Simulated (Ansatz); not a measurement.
Geometry relaxation, with input and output: MnSi (part 1 of 2)

System: MnSi (P2₁3, 8 atoms in the cell).
Method: DFT PBE, scalar-relativistic, plane waves, PAW, spin-polarised (Ansatz 0.2.0).

The structure derives from an entry of the Crystallography Open Database. Figures and captions count atoms from 1; the log counts them from 0 in places.

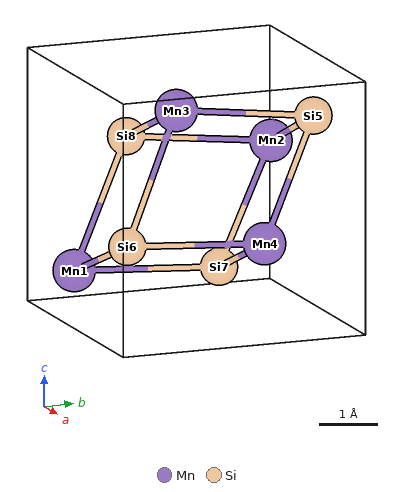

*The starting structure (ball-and-stick view of the cell of the calculation, seen slightly off an axis; atoms are numbered from 1 in the order of the input).*

### Key numbers

```json
{"quantity": "outcome", "value": "converged"}
{"quantity": "space group (tolerance 0.01 Å)", "value": "P2₁3 (198)"}
{"quantity": "electrons treated", "value": "76"}
{"quantity": "free energy", "value": "−18142.2979 eV"}
{"quantity": "Fermi energy", "value": "16.066 eV"}
{"quantity": "gap on the k-point mesh", "value": "none (metallic)"}
{"quantity": "net moment of the cell", "value": "3.97 μB"}
{"quantity": "integrated absolute moment", "value": "4.59 μB"}
{"quantity": "pressure", "value": "0.00 GPa"}
{"quantity": "final volume", "value": "92.23 Å³"}
{"quantity": "largest force (length of the vector) at the end", "value": "0.002 eV/Å"}
{"quantity": "final cell", "value": "a = 4.518 Å, b = 4.518 Å, c = 4.518 Å, α = 90.00°, β = 90.00°, γ = 90.00°"}
{"quantity": "hardware", "value": "4 threads of Intel Xeon @ 2.50GHz (Skylake/Cascade Lake), 64 GiB of memory available, shared host"}
{"quantity": "wall time", "value": "67 s (CPU time 4.3 min)"}
{"quantity": "peak memory", "value": "0.73 GiB"}
```

### The input
```yaml
crystal:
  lattice:
    - [4.548, 0.0, 0.0]
    - [0.0, 4.548, 0.0]
    - [0.0, 0.0, 4.548]
  atoms:
    - { symbol: Mn, position: [0.138, 0.138, 0.138], spin: 3.5 }
    - { symbol: Mn, position: [0.362, 0.862, 0.638], spin: 3.5 }
    - { symbol: Mn, position: [0.638, 0.362, 0.862], spin: 3.5 }
    - { symbol: Mn, position: [0.862, 0.638, 0.362], spin: 3.5 }
    - { symbol: Si, position: [0.846, 0.846, 0.846] }
    - { symbol: Si, position: [0.654, 0.154, 0.346] }
    - { symbol: Si, position: [0.346, 0.654, 0.154] }
    - { symbol: Si, position: [0.154, 0.346, 0.654] }
basis:
  ecutwfc: 420
  ecutrho_ratio: 4
kpoints:
  mp_grid: { grid: [8, 8, 8] }
hamiltonian:
  xc: pbe
scf:
  occupations: { method: gaussian, width: 0.05 }
output:
  forces: true
  stress: true
  eigenvalues: true
  populations: true
magnetization:
  spin_polarized: true
relax:
  f_tol: 0.01
  max_steps: 60
  cell: { stress_tol: 0.04 }
```

Launch command:
```bash
ansatz run input.yaml --threads 4 --pin off --max-ram 10240MiB --backend cpu --events-out ev --progress --plain --runs-dir out
```

### Log
```
Engine: ansatz 0.2.0, x86_64-unknown-linux-gnu
Pseudopotentials: kind: paw
Pseudopotential: Mn, paw, valence charge 15, recommended cutoff 420 eV (normal), Mn.paw.azcp
Pseudopotential: Si, paw, valence charge 4, recommended cutoff 420 eV (normal), Si.paw.azcp
Functional definition: PBE
  parameter kappa = 0.804
  parameter beta = 0.06672455060314922
  exchange = pbe_x(kappa = kappa, mu = beta*pi^2/3)
  correlation = pbe_c(beta = beta)
Crystal: 8 atoms, lattice volume = 94.072 Å³
Basis set: ecut = 420 eV, 1839 PW (Γ), exchange–correlation on 64×64×64 points (8 copies of the dense FFT grid, shifted against one another)
Bands: 54, of which v1, the nominal top of the filled ones, is band 38 counted from 1 (37 counted from 0)
Symmetry: 12 space group operations
Space group: P213 (ITA 198), of the structure as read, at distance tolerance 4.5e-5 Å
Magnetic group: BNS 198.9 (UNI 1511), of the structure as read, at distance tolerance 4.5e-5 Å
k-points: 45 of 512 (time reversal used)
Non-local potential: Mn, projectors of the file, l = 0: 3, l = 1: 2, l = 2: 3, l = 3: 1
Non-local potential: Si, projectors of the file, l = 0: 2, l = 1: 2, l = 2: 2
PAW form: soft (Blöchl's): semilocal exchange-correlation on the pseudo side does not see the compensation charge
PAW one-centre angular grid: Mn, 590 points (default); XC on 64 Gauss nodes
PAW one-centre angular grid: Si, 110 points (default); XC on 64 Gauss nodes
Initial density: superposition of atomic densities (chi_scale 0.1, normalization cell)
Starting moments: Σ|m| = 14 μB on 4 of 8 sites
Initial wavefunctions: pseudopotential atomic-orbital guess
Functional: x = pbe(κ = 0.804, μ = 0.2195149727645171), c = pbe(β = 0.06672455060314922)
SCF iter   1: F=—  HF=-18137.364668 eV  |F-HF|=—  |Δ(HF+E_count)|=         —  Δρ=9.16e-2 (↑9.16e-2 ↓3.30e-2)  dr2=5.27e0  dr2_m=2.60e0  M=9.129 μB ∫|m|=11.028 μB  β_m=0.30  ethr=3.10e-3  ⟨swp⟩=7.3  Hψ=19357  notcnv=0  defer=5
Mixer restart at iter 1: flushing history
preconditioner: auto → Kerker (q_TF=auto, 2.633 Å⁻¹)  [metal: Δε(μ)=0.010 eV  Ē_g=8.076 eV  σ=0.050 eV  W_gap=0.11  n_scr=26 (ndim 8)  ℏωp=25.4 eV  f_vac=0.000  D(μ)=4.10/eV (n_scr^D=32)]
spin=Collinear: Kerker preconditioning applied to the charge; magnetization (m = ρ↑ − ρ↓) channel mixes plain (no charge-response kernel on spin).
SCF iter   2: F=—  HF=-18136.033641 eV  |F-HF|=—  |Δ(HF+E_count)|=    1.33e0  Δρ=4.35e-2 (↑4.35e-2 ↓3.68e-2)  dr2=7.54e-1  dr2_m=1.21e0  M=8.950 μB ∫|m|=10.944 μB  β_m=0.42  ethr=3.10e-3  ⟨swp⟩=2.5  Hψ=8425  notcnv=0  defer=478
SCF iter   3: F=—  HF=-18139.235991 eV  |F-HF|=—  |Δ(HF+E_count)|=    3.20e0  Δρ=3.57e-2 (↑2.32e-2 ↓3.57e-2)  dr2=7.72e-1  dr2_m=6.60e-1  M=8.414 μB ∫|m|=10.366 μB  β_m=0.56  ethr=9.93e-4  ⟨swp⟩=2.0  Hψ=5794  notcnv=0  defer=478
SCF iter   4: F=—  HF=-18141.669086 eV  |F-HF|=—  |Δ(HF+E_count)|=    2.43e0  Δρ=1.82e-2 (↑1.16e-2 ↓1.82e-2)  dr2=2.60e-1  dr2_m=1.71e-1  M=7.853 μB ∫|m|=9.401 μB  β_m=0.86  ethr=9.93e-4  ⟨swp⟩=2.9  Hψ=8273  notcnv=0  defer=478
SCF iter   5: F=—  HF=-18143.132459 eV  |F-HF|=—  |Δ(HF+E_count)|=         —  Δρ=8.28e-2 (↑8.28e-2 ↓6.35e-2)  dr2=3.00e-1  dr2_m=4.52e0  M=3.999 μB ∫|m|=5.008 μB  β_m=1.00  ethr=3.42e-4  ⟨swp⟩=3.0  Hψ=9059  notcnv=0  defer=522
Mixer restart at iter 5: flushing history
SCF iter   6: F=—  HF=-18142.345528 eV  |F-HF|=—  |Δ(HF+E_count)|=   7.87e-1  Δρ=1.25e-2 (↑6.80e-3 ↓1.25e-2)  dr2=2.06e-1  dr2_m=8.98e-3  M=4.000 μB ∫|m|=4.781 μB  β_m=0.86  ethr=6.58e-5  ⟨swp⟩=3.9  Hψ=10970  notcnv=0  defer=522
SCF iter   7: F=—  HF=-18142.363466 eV  |F-HF|=—  |Δ(HF+E_count)|=   1.79e-2  Δρ=1.57e-2 (↑1.57e-2 ↓8.71e-3)  dr2=4.09e-1  dr2_m=1.07e-2  M=3.983 μB ∫|m|=4.650 μB  β_m=0.60  ethr=6.58e-5  ⟨swp⟩=3.0  Hψ=10841  notcnv=0  defer=534
SCF iter   8: F=—  HF=-18142.264634 eV  |F-HF|=—  |Δ(HF+E_count)|=   9.88e-2  Δρ=3.15e-3 (↑3.15e-3 ↓6.42e-4)  dr2=7.33e-3  dr2_m=2.65e-3  M=3.996 μB ∫|m|=4.689 μB  β_m=0.82  ethr=6.58e-5  ⟨swp⟩=3.0  Hψ=10261  notcnv=0  defer=573
SCF iter   9: F=—  HF=-18142.264046 eV  |F-HF|=—  |Δ(HF+E_count)|=   5.88e-4  Δρ=5.25e-4 (↑2.21e-4 ↓5.25e-4)  dr2=3.70e-4  dr2_m=2.24e-5  M=3.996 μB ∫|m|=4.663 μB  β_m=0.91  ethr=9.65e-6  ⟨swp⟩=2.5  Hψ=8086  notcnv=0  defer=573
SCF iter  10: F=—  HF=-18142.264104 eV  |F-HF|=—  |Δ(HF+E_count)|=   5.84e-5  Δρ=1.36e-4 (↑1.36e-4 ↓9.62e-5)  dr2=5.34e-5  dr2_m=4.10e-7  M=3.995 μB ∫|m|=4.659 μB  β_m=0.95  ethr=4.86e-7  ⟨swp⟩=2.0  Hψ=5903  notcnv=0  defer=573
SCF iter  11: F=—  HF=-18142.264065 eV  |F-HF|=—  |Δ(HF+E_count)|=   3.91e-5  Δρ=2.00e-5 (↑2.00e-5 ↓1.32e-5)  dr2=8.76e-8  dr2_m=2.09e-7  M=3.995 μB ∫|m|=4.659 μB  β_m=0.97  ethr=7.03e-8  ⟨swp⟩=2.0  Hψ=6075  notcnv=0  defer=573
SCF iter  12: F=—  HF=-18142.264065 eV  |F-HF|=—  |Δ(HF+E_count)|=   8.93e-8  Δρ=1.47e-6 (↑1.47e-6 ↓1.39e-6)  dr2=3.70e-9  dr2_m=7.98e-10  M=3.995 μB ∫|m|=4.659 μB  β_m=0.99  ethr=1.15e-10  ⟨swp⟩=2.3  Hψ=7520  notcnv=0  defer=573
SCF iter  13: F=-18142.264065 eV  HF=-18142.264065 eV  |F-HF|=2.18e-9  |Δ(HF+E_count)|=   2.16e-9  Δρ=8.94e-7 (↑7.37e-7 ↓8.94e-7)  dr2=2.57e-9  dr2_m=1.41e-11  M=3.995 μB ∫|m|=4.659 μB  ethr=4.87e-12  ⟨swp⟩=7.5  Hψ=18804  notcnv=0
SCF 1 converged in 13 iterations: F = -18142.264065 eV  dr2 = 2.57e-9
  greatest PAW one-centre occupation: 1.000 electrons in one spin orbital (limit 2), on the Mn atom at site 1 (counted from 0), in its partial waves of l = 0
relax step   1: F+E_penalty+E_count = -18142.26406543 eV  Δ(F+E_penalty+E_count) = +0.000e0 eV  max|allowed force component| = 1.488e-1 eV/Å  Δτ_max = 0.0000 Å  P = -4.406 GPa  Ω = 94.072 Å³  (13 SCF iters, dr2 threshold 1.00e-7 eV, accepted)
Crystal: 8 atoms, lattice volume = 92.811 Å³
Initial density: handed on by an earlier stage of this run
Starting moments: Σ|m| = 14 μB on 4 of 8 sites; this step starts from the density that it was given
Initial wavefunctions: those handed on with the density
iter 1 solved again at ethr=2.16e-5 eV; its pass at ethr=3.10e-3 eV (dr2=1.64e-2 eV) is discarded
SCF iter   1: F=—  HF=-18142.291350 eV  |F-HF|=—  |Δ(HF+E_count)|=         —  Δρ=4.71e-3 (↑4.71e-3 ↓2.46e-3)  dr2=1.62e-2  dr2_m=7.75e-3  M=3.992 μB ∫|m|=4.633 μB  β_m=0.65  ethr=2.16e-5  ⟨swp⟩=1.6  Hψ=21316  notcnv=0
preconditioner: auto → Kerker (q_TF=auto, 2.130 Å⁻¹)  [metal: Δε(μ)=0.056 eV  Ē_g=7.251 eV  σ=0.050 eV  W_gap=0.49  n_scr=18 (ndim 8)  ℏωp=25.6 eV  f_vac=0.000  D(μ)=2.36/eV (n_scr^D=18)]
spin=Collinear: Kerker preconditioning applied to the charge; magnetization (m = ρ↑ − ρ↓) channel mixes plain (no charge-response kernel on spin).
SCF iter   2: F=—  HF=-18142.287498 eV  |F-HF|=—  |Δ(HF+E_count)|=   3.85e-3  Δρ=1.93e-3 (↑1.74e-3 ↓1.93e-3)  dr2=5.23e-3  dr2_m=8.46e-4  M=3.993 μB ∫|m|=4.637 μB  β_m=0.41  ethr=2.13e-5  ⟨swp⟩=2.5  Hψ=9466  notcnv=0
SCF iter   3: F=—  HF=-18142.288902 eV  |F-HF|=—  |Δ(HF+E_count)|=   1.40e-3  Δρ=1.00e-3 (↑1.00e-3 ↓9.89e-4)  dr2=2.34e-4  dr2_m=7.50e-4  M=3.991 μB ∫|m|=4.630 μB  β_m=0.62  ethr=6.88e-6  ⟨swp⟩=3.0  Hψ=9537  notcnv=0
SCF iter   4: F=—  HF=-18142.292254 eV  |F-HF|=—  |Δ(HF+E_count)|=   3.35e-3  Δρ=4.82e-4 (↑3.01e-4 ↓4.82e-4)  dr2=6.98e-4  dr2_m=9.99e-6  M=3.987 μB ∫|m|=4.623 μB  β_m=0.81  ethr=3.08e-7  ⟨swp⟩=2.0  Hψ=8541  notcnv=0
SCF iter   5: F=—  HF=-18142.293245 eV  |F-HF|=—  |Δ(HF+E_count)|=   9.91e-4  Δρ=3.07e-4 (↑3.07e-4 ↓1.89e-4)  dr2=1.35e-4  dr2_m=3.79e-6  M=3.982 μB ∫|m|=4.612 μB  β_m=0.91  ethr=3.08e-7  ⟨swp⟩=3.0  Hψ=10432  notcnv=0
SCF iter   6: F=—  HF=-18142.293356 eV  |F-HF|=—  |Δ(HF+E_count)|=   1.11e-4  Δρ=8.18e-5 (↑8.18e-5 ↓4.85e-5)  dr2=8.88e-6  dr2_m=2.83e-7  M=3.983 μB ∫|m|=4.614 μB  β_m=0.95  ethr=1.78e-7  ⟨swp⟩=3.0  Hψ=8012  notcnv=0
SCF iter   7: F=—  HF=-18142.293363 eV  |F-HF|=—  |Δ(HF+E_count)|=   7.26e-6  Δρ=1.13e-5 (↑1.13e-5 ↓7.23e-6)  dr2=2.02e-7  dr2_m=5.75e-9  M=3.984 μB ∫|m|=4.614 μB  β_m=0.91  ethr=1.17e-8  ⟨swp⟩=2.0  Hψ=7782  notcnv=0
SCF iter   8: F=-18142.293363 eV  HF=-18142.293364 eV  |F-HF|=3.25e-7  |Δ(HF+E_count)|=   3.16e-7  Δρ=9.59e-6 (↑9.59e-6 ↓9.49e-6)  dr2=3.59e-7  dr2_m=9.97e-11  M=3.984 μB ∫|m|=4.614 μB  ethr=2.66e-10  ⟨swp⟩=2.0  Hψ=14598  notcnv=0
SCF 2 converged in 8 iterations: F = -18142.293363 eV  dr2 = 3.59e-7
  greatest PAW one-centre occupation: 1.000 electrons in one spin orbital (limit 2), on the Mn atom at site 3 (counted from 0), in its partial waves of l = 0
relax step   2: F+E_penalty+E_count = -18142.29336334 eV  Δ(F+E_penalty+E_count) = -2.930e-2 eV  max|allowed force component| = 7.219e-2 eV/Å  Δτ_max = 0.0061 Å  P = -1.508 GPa  Ω = 92.811 Å³  energy of the carried Pulay correction = +3.600e-4 eV  (8 SCF iters, dr2 threshold 8.00e-7 eV, accepted)
Crystal: 8 atoms, lattice volume = 92.197 Å³
Basis set: ecut = 420 eV, 1791 PW (Γ), exchange–correlation on 64×64×64 points (8 copies of the dense FFT grid, shifted against one another)
iter 1 solved again at ethr=6.75e-6 eV; its pass at ethr=3.10e-3 eV (dr2=5.13e-3 eV) is discarded
SCF iter   1: F=—  HF=-18142.295596 eV  |F-HF|=—  |Δ(HF+E_count)|=         —  Δρ=3.62e-3 (↑3.62e-3 ↓2.45e-3)  dr2=5.24e-3  dr2_m=6.54e-3  M=3.981 μB ∫|m|=4.600 μB  β_m=0.65  ethr=6.75e-6  ⟨swp⟩=2.5  Hψ=20153  notcnv=0
preconditioner: auto → Resta (q_TF=auto, 2.642 Å⁻¹)  ε∞=13.4  [insulator: Δε(μ)=0.056 eV  Ē_g=7.294 eV  σ=0.050 eV  W_gap=0.50  n_scr=26 (ndim 8)  ℏωp=25.7 eV  f_vac=0.000  D(μ)=2.48/eV (n_scr^D=18)  ε∞_Penn≈13.4]
spin=Collinear: Resta preconditioning applied to the charge; magnetization (m = ρ↑ − ρ↓) channel mixes plain (no charge-response kernel on spin).
SCF iter   2: F=—  HF=-18142.296316 eV  |F-HF|=—  |Δ(HF+E_count)|=   7.20e-4  Δρ=1.24e-3 (↑1.24e-3 ↓1.21e-3)  dr2=1.03e-3  dr2_m=8.28e-4  M=3.982 μB ∫|m|=4.601 μB  β_m=0.51  ethr=6.75e-6  ⟨swp⟩=3.0  Hψ=9616  notcnv=0
SCF iter   3: F=—  HF=-18142.297332 eV  |F-HF|=—  |Δ(HF+E_count)|=   1.02e-3  Δρ=6.00e-4 (↑6.00e-4 ↓5.61e-4)  dr2=1.03e-4  dr2_m=2.55e-4  M=3.978 μB ∫|m|=4.595 μB  β_m=0.61  ethr=1.35e-6  ⟨swp⟩=2.0  Hψ=9105  notcnv=0
SCF iter   4: F=—  HF=-18142.298060 eV  |F-HF|=—  |Δ(HF+E_count)|=   7.28e-4  Δρ=2.78e-4 (↑1.59e-4 ↓2.78e-4)  dr2=2.22e-4  dr2_m=3.97e-6  M=3.976 μB ∫|m|=4.592 μB  β_m=0.80  ethr=1.35e-7  ⟨swp⟩=2.1  Hψ=7662  notcnv=0
SCF iter   5: F=—  HF=-18142.298338 eV  |F-HF|=—  |Δ(HF+E_count)|=   2.78e-4  Δρ=1.11e-4 (↑1.11e-4 ↓5.59e-5)  dr2=1.03e-5  dr2_m=1.43e-6  M=3.973 μB ∫|m|=4.586 μB  β_m=0.90  ethr=1.35e-7  ⟨swp⟩=2.6  Hψ=8434  notcnv=0
SCF iter   6: F=—  HF=-18142.298343 eV  |F-HF|=—  |Δ(HF+E_count)|=   4.87e-6  Δρ=3.85e-5 (↑3.85e-5 ↓2.30e-5)  dr2=1.82e-6  dr2_m=6.40e-8  M=3.973 μB ∫|m|=4.586 μB  β_m=0.95  ethr=1.36e-8  ⟨swp⟩=2.5  Hψ=7261  notcnv=0
SCF iter   7: F=—  HF=-18142.298344 eV  |F-HF|=—  |Δ(HF+E_count)|=   1.02e-6  Δρ=3.69e-6 (↑3.69e-6 ↓2.97e-6)  dr2=3.16e-8  dr2_m=2.25e-10  M=3.973 μB ∫|m|=4.586 μB  β_m=0.96  ethr=2.39e-9  ⟨swp⟩=2.0  Hψ=7896  notcnv=0
SCF iter   8: F=-18142.298344 eV  HF=-18142.298344 eV  |F-HF|=3.34e-7  |Δ(HF+E_count)|=   1.46e-7  Δρ=9.93e-6 (↑9.41e-6 ↓9.93e-6)  dr2=3.72e-7  dr2_m=2.16e-10  M=3.973 μB ∫|m|=4.586 μB  ethr=4.15e-11  ⟨swp⟩=1.0  Hψ=13635  notcnv=0
SCF 3 converged in 8 iterations: F = -18142.298344 eV  dr2 = 3.72e-7
  greatest PAW one-centre occupation: 1.000 electrons in one spin orbital (limit 2), on the Mn atom at site 2 (counted from 0), in its partial waves of l = 0
relax step   3: F+E_penalty+E_count = -18142.29834370 eV  Δ(F+E_penalty+E_count) = -4.980e-3 eV  max|allowed force component| = 3.826e-3 eV/Å  Δτ_max = 0.0068 Å  P = +0.090 GPa  Ω = 92.197 Å³  energy of the carried Pulay correction = +5.369e-4 eV  (8 SCF iters, dr2 threshold 8.00e-7 eV, accepted)
Crystal: 8 atoms, lattice volume = 92.235 Å³
iter 1 solved again at ethr=1.59e-8 eV; its pass at ethr=3.10e-3 eV (dr2=1.21e-5 eV) is discarded
SCF iter   1: F=—  HF=-18142.298348 eV  |F-HF|=—  |Δ(HF+E_count)|=         —  Δρ=1.20e-4 (↑1.20e-4 ↓4.31e-5)  dr2=1.21e-5  dr2_m=3.89e-6  M=3.973 μB ∫|m|=4.587 μB  β_m=0.65  ethr=1.59e-8  ⟨swp⟩=2.1  Hψ=18074  notcnv=0
preconditioner: auto → Resta (q_TF=auto, 2.642 Å⁻¹)  ε∞=13.4  [insulator: Δε(μ)=0.055 eV  Ē_g=7.287 eV  σ=0.050 eV  W_gap=0.51  n_scr=26 (ndim 8)  ℏωp=25.6 eV  f_vac=0.000  D(μ)=2.60/eV (n_scr^D=18)  ε∞_Penn≈13.4]
spin=Collinear: Resta preconditioning applied to the charge; magnetization (m = ρ↑ − ρ↓) channel mixes plain (no charge-response kernel on spin).
SCF iter   2: F=—  HF=-18142.298344 eV  |F-HF|=—  |Δ(HF+E_count)|=   3.99e-6  Δρ=4.78e-5 (↑3.38e-5 ↓4.78e-5)  dr2=2.62e-6  dr2_m=3.61e-7  M=3.973 μB ∫|m|=4.587 μB  β_m=0.41  ethr=1.59e-8  ⟨swp⟩=2.5  Hψ=7670  notcnv=0
SCF iter   3: F=—  HF=-18142.298346 eV  |F-HF|=—  |Δ(HF+E_count)|=   1.45e-6  Δρ=2.71e-5 (↑2.07e-5 ↓2.71e-5)  dr2=2.28e-7  dr2_m=4.04e-7  M=3.974 μB ∫|m|=4.587 μB  β_m=0.69  ethr=3.45e-9  ⟨swp⟩=2.6  Hψ=7764  notcnv=0
SCF iter   4: F=—  HF=-18142.298349 eV  |F-HF|=—  |Δ(HF+E_count)|=   3.22e-6  Δρ=1.66e-5 (↑9.67e-6 ↓1.66e-5)  dr2=7.58e-7  dr2_m=1.18e-8  M=3.974 μB ∫|m|=4.587 μB  β_m=0.69  ethr=3.00e-10  ⟨swp⟩=2.0  Hψ=7811  notcnv=0
SCF iter   5: F=—  HF=-18142.298350 eV  |F-HF|=—  |Δ(HF+E_count)|=   8.27e-7  Δρ=8.32e-6 (↑8.32e-6 ↓4.09e-6)  dr2=5.73e-8  dr2_m=7.84e-9  M=3.974 μB ∫|m|=4.588 μB  β_m=0.85  ethr=3.00e-10  ⟨swp⟩=3.0  Hψ=8867  notcnv=0
SCF iter   6: F=—  HF=-18142.298350 eV  |F-HF|=—  |Δ(HF+E_count)|=   2.13e-8  Δρ=1.26e-6 (↑1.26e-6 ↓6.69e-7)  dr2=1.70e-9  dr2_m=1.65e-10  M=3.974 μB ∫|m|=4.588 μB  β_m=0.92  ethr=7.55e-11  ⟨swp⟩=2.5  Hψ=7792  notcnv=0
SCF iter   7: F=-18142.298350 eV  HF=-18142.298350 eV  |F-HF|=5.88e-9  |Δ(HF+E_count)|=   5.46e-9  Δρ=1.31e-6 (↑1.28e-6 ↓1.31e-6)  dr2=6.54e-9  dr2_m=2.50e-12  M=3.974 μB ∫|m|=4.588 μB  ethr=2.24e-12  ⟨swp⟩=2.0  Hψ=13381  notcnv=0
SCF 4 converged in 7 iterations: F = -18142.298350 eV  dr2 = 6.54e-9
relax step   4: F+E_penalty+E_count = -18142.29834977 eV  Δ(F+E_penalty+E_count) = -6.077e-6 eV  max|allowed force component| = 9.403e-4 eV/Å  Δτ_max = 0.0003 Å  P = +0.006 GPa  Ω = 92.235 Å³  energy of the carried Pulay correction = +5.260e-4 eV  (7 SCF iters, dr2 threshold 2.01e-8 eV, accepted)
Initial wavefunctions: pseudopotential atomic-orbital guess (no wavefunctions were taken with the density)
iter 1 solved again at ethr=8.15e-8 eV; its pass at ethr=3.10e-3 eV (dr2=6.20e-5 eV) is discarded
```
